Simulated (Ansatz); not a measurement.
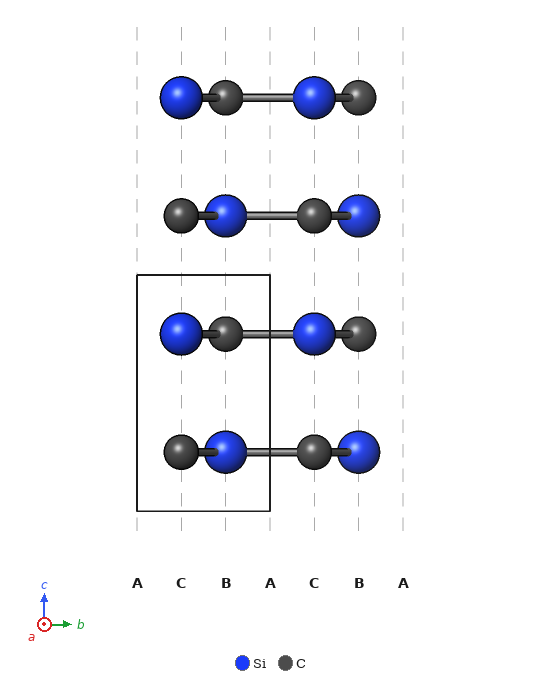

The picture looks along a close-packed row of the hexagonal mesh; c points upwards. The dashed lines mark the three columns A (0, 0), B (1/3, 2/3) and C (2/3, 1/3). The sequence starts with the first layer at or above the cell's origin.

The compound is SiC (space group P6_3/mmc, No. 194), taken as coordinates from a relaxation with DFT, PBE, plane waves, PAW in Ansatz 0.2.0; the starting structure was generated, so it need not be a known form of this composition.

> Read off the stacking sequence over one period.

Si(B)+C(C) – C(B)+Si(C) (two layers in 4.87 Å).
